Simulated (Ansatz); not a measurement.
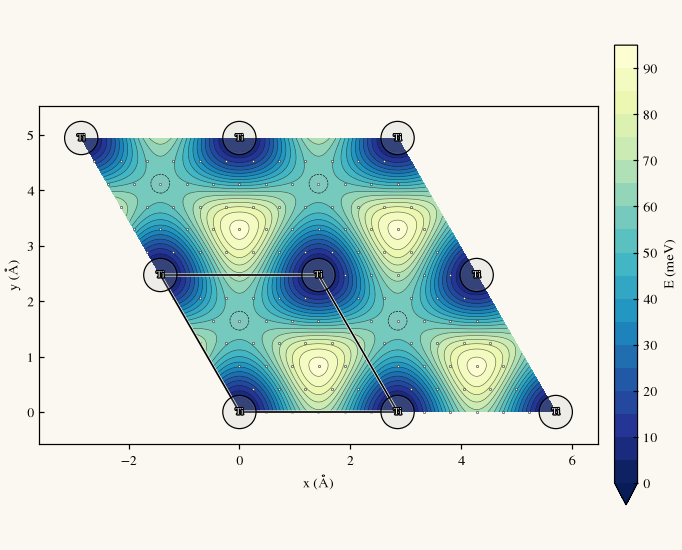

Si on a Ti(111) slab cut from the Fm-3m phase, its upper half relaxed before the scan (12 atoms of substrate and one adsorbate in a 2 × 2 cell). Si is moved over the surface cell at a fixed height above a rigid substrate; the origin of the map has the adsorbate above Ti9; the height is held at 3.10 Å. Places are given modulo a cell vector. The map is drawn in real space over the plane of the surface. Grid: 6 × 6 points; 10 points were computed and 26 follow by symmetry. Places are given in fractions of the 1 × 1 surface cell. Energies: meV, counted from the lowest grid point. The runs have no spin polarisation, so an open-shell adsorbate far from the surface lies too high. At a fixed height the lowest place need not be the adsorption site. Method: DFT PBE+D3(BJ), scalar-relativistic, plane waves, PAW (Ansatz). Settings: cutoff 420 eV, k-mesh 6×6×1, gaussian smearing 0.1 eV, no spin polarisation.

Drawn: filled contours, dots at the grid points, labelled circles for the atoms of the top layer and small ones for the second layer, the outline of one cell of the 2 × 2 shown. Between grid points the surface is interpolated.

The lowest grid point is at the top site over a surface Ti atom, (0/6, 0/6) of the cell vectors. The highest grid point, a threefold hollow over a third-layer Ti atom, (4/6, 2/6) of the cell vectors, lies 92 meV above the lowest. On the interpolated surface the easiest way out of the lowest well to its copy in the next cell or period passes a barrier of about 57 meV. At the lowest point the adsorbate has 1 Ti at 3.10 Å as nearest neighbours, at the highest 3 Ti at 3.51 Å.

The scan is repeated with another setting: the height is held at 2.80 Å; all else is set up alike.

Question: How does the landscape change?

Answer: The lowest place stays at the top site over a surface Ti atom, (0/6, 0/6) of the cell vectors. The span from the lowest to the highest grid point grows from 92 to 110 meV. The easiest pass out of the lowest well goes from about 57 to about 54 meV on the interpolated surfaces. In the new map: at the lowest point the adsorbate has 1 Ti at 2.80 Å as nearest neighbours, at the highest 3 Ti at 3.25 Å.

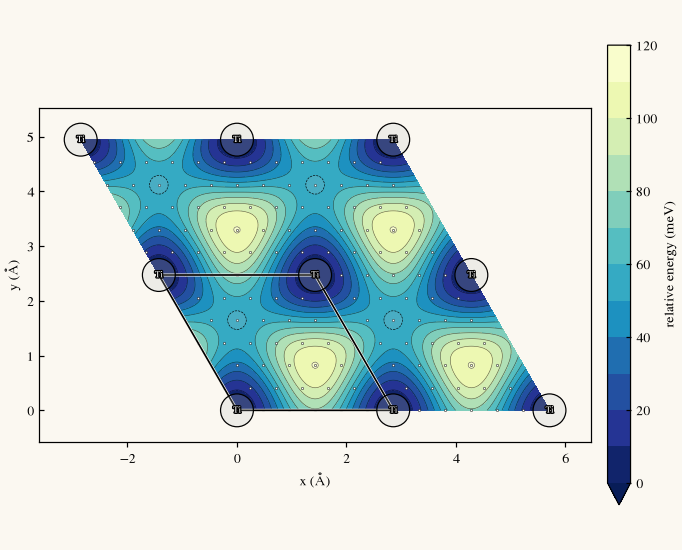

The map after the change, on a colour scale of its own. The picture shows filled contours, dots at the grid points, labelled circles for the atoms of the top layer and small ones for the second layer, the outline of one cell of the 2 × 2 shown. Between grid points the surface is interpolated.

PAW datasets: the set soft_1.
